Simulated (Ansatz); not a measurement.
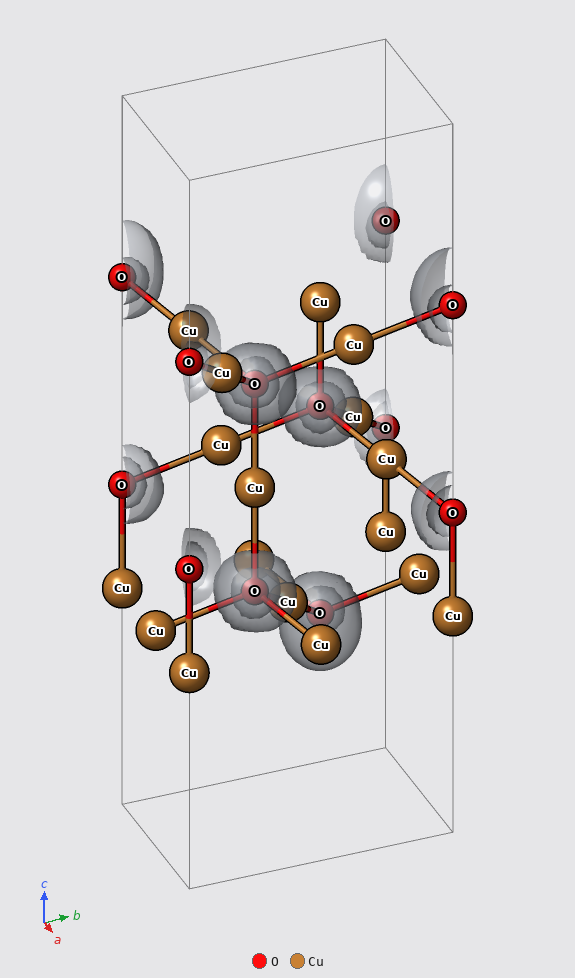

*Cu₂O (slab). Isosurface of the ELF at 0.75 (grey), seen slightly off an axis. Only the valence region is drawn (cores and ρ < 0.01 e/Å³ removed). Sticks mark near contacts.*

Not relaxed (largest force 0.8 eV/Å); computed without spin polarisation.

Theory: Ansatz, DFT PBEsol, scalar-relativistic, plane waves, PAW.

Input

```
crystal:
  lattice:
    - [5.9713085872, 0.0, 0.0]
    - [-2.9856542936, 5.1713049303, 0.0]
    - [0.0, 0.0, 21.0944413063]
  atoms:
    - { symbol: O, position: [0.3333333333, 0.6666666667, 0.3555439033] }
    - { symbol: Cu, position: [0.0, 0.0, 0.3844351226] }
    - { symbol: Cu, position: [0.5, 0.5, 0.3844351226] }
    - { symbol: Cu, position: [0.0, 0.5, 0.3844351226] }
    - { symbol: Cu, position: [0.5, 0.0, 0.3844351226] }
    - { symbol: O, position: [0.6666666667, 0.3333333333, 0.413326342] }
    - { symbol: O, position: [0.0, 0.0, 0.4711087807] }
    - { symbol: Cu, position: [0.6666666667, 0.3333333333, 0.5] }
    - { symbol: Cu, position: [0.1666666667, 0.8333333333, 0.5] }
    - { symbol: Cu, position: [0.6666666667, 0.8333333333, 0.5] }
    - { symbol: Cu, position: [0.1666666667, 0.3333333333, 0.5] }
    - { symbol: O, position: [0.3333333333, 0.6666666667, 0.5288912193] }
    - { symbol: O, position: [0.6666666667, 0.3333333333, 0.586673658] }
    - { symbol: Cu, position: [0.3333333333, 0.6666666667, 0.6155648774] }
    - { symbol: Cu, position: [0.8333333333, 0.1666666667, 0.6155648774] }
    - { symbol: Cu, position: [0.3333333333, 0.1666666667, 0.6155648774] }
    - { symbol: Cu, position: [0.8333333333, 0.6666666667, 0.6155648774] }
    - { symbol: O, position: [0.0, 0.0, 0.6444560967] }
basis:
  ecutwfc: 420
kpoints:
  mp_grid: { grid: [6, 6, 1] }
hamiltonian:
  xc: pbesol
scf:
  occupations: { method: gaussian, width: 0.05 }
output:
  forces: true
  stress: true
  eigenvalues: true
  write_density: true
  write_potential: true
  elf: true
  volumetric_format: npy
efield:
  axis: 3
  dipole_correction: true
```

Run with:

```sh
ansatz run input.yaml --threads 2 --pin off --max-ram 5120MiB --backend cpu --events-out ev --progress --plain --runs-dir out
```

**Where are the electrons localised?**

The ELF exceeds this value in six regions wrapped around O (the valence shell of each), counted in one cell of 18 atoms. Counts are for one cell; the picture repeats the cell along the surface. Along the contacts the grid gives the following. Cu–O (1.83 Å): the ELF peaks at about 0.85 in the valence shell of O, 0.6 Å from its nucleus, and is about 0.25 at the midpoint (no localised pair shows between them).
